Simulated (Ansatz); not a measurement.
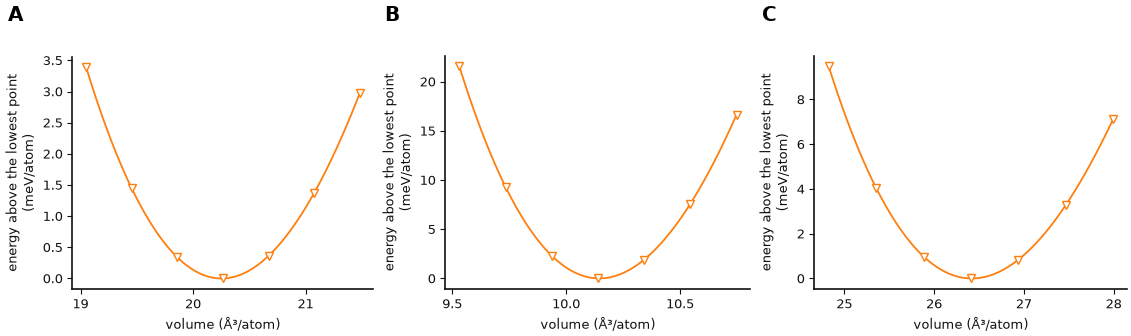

Each panel shows the energy above the lowest point against volume for one of these solids: Br, Fm-3m (No. 225); Li, Im-3m (No. 229); ZnO, Fm-3m (No. 225).

Calculation (Ansatz 0.2.0 development build): equation of state of a cubic crystal from periodic Kohn-Sham density functional theory without spin, third-order Birch-Murnaghan fit to the free energies; pressure corrected for the finite basis. Level: PBE.

> Which panel belongs to which solid?

A is Li (energy above the lowest point from 0.000 meV/atom to 3.390 meV/atom, V0 20.25 Å³/atom, B0 13.9 GPa); B is ZnO (energy above the lowest point from 0.0 meV/atom to 21.6 meV/atom, V0 10.15 Å³/atom, B0 166 GPa); C is Br (energy above the lowest point from 0.000 meV/atom to 9.484 meV/atom, V0 26.42 Å³/atom, B0 27.6 GPa).

For Br, limits of the calculation: cubic model structure, not the ambient form; modest k-mesh, values are not fully converged in k.

For ZnO, limits of the calculation: cubic model structure, not the ambient form.
